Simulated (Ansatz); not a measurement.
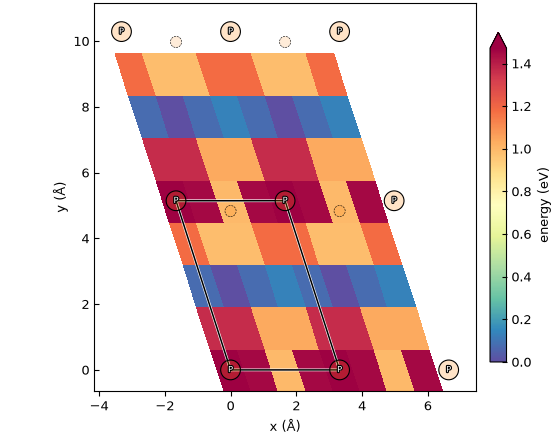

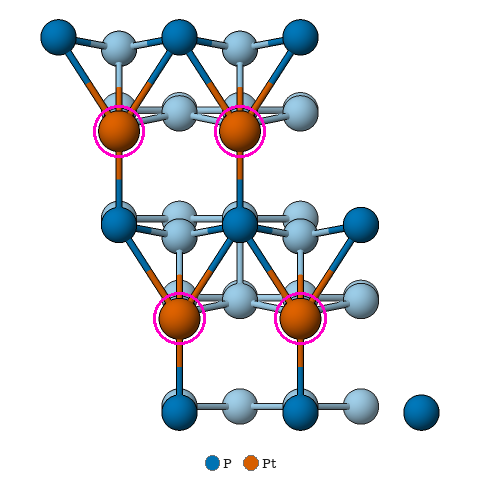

Energy landscape of Pt on a P(001) slab cut from the Cmce phase (8 atoms of substrate and one adsorbate in a 1 × 1 cell). One Pt atom a 1 × 1 cell is placed over a mesh of places on the rigid (0 0 1) surface, and only its height is relaxed. Places are given modulo a cell vector. The map is drawn in real space over the plane of the surface. Grid: 4 × 4 points. Energies: eV, counted from the lowest grid point. At some places the adsorbate sinks to or below the level of the top layer. With one adsorbate in each 1 × 1 cell, its nearest image is 3.3 Å away, so neighbouring adsorbates interact. The calculation used Ansatz, DFT PBEsol, scalar-relativistic, plane waves, PAW.

Drawn: one coloured cell a grid point, labelled circles for the atoms of the top layer and small ones for the second layer, the outline of one cell of the 2 × 2 shown, one colour for all values above the top of the scale. The second picture is the structure at the lowest point; rings mark the moved atoms.

**What does the map say about the system?**

The lowest grid point is at (1/4, 2/4) of the cell vectors [nearest 1 P at 2.16 Å]. The highest grid point, the top site over a surface P atom, (0/4, 0/4) of the cell vectors, lies 1.47 eV above the lowest. At the lowest point the adsorbate has 1 P at 2.16 Å as nearest neighbours, at the highest 1 P at 2.08 Å. Its relaxed height above the top atom is 0.05 Å at the lowest and 2.08 Å at the highest point.

Grid values (eV):

```csv
"place along a₂ ↓, place along a₁ →",0/4,1/4,2/4,3/4
3/4,1.18,0.99,0.99,1.18
2/4,0.08,0.00,0.08,0.13
1/4,1.37,1.37,1.04,1.04
0/4,1.47,1.45,1.00,1.45
```
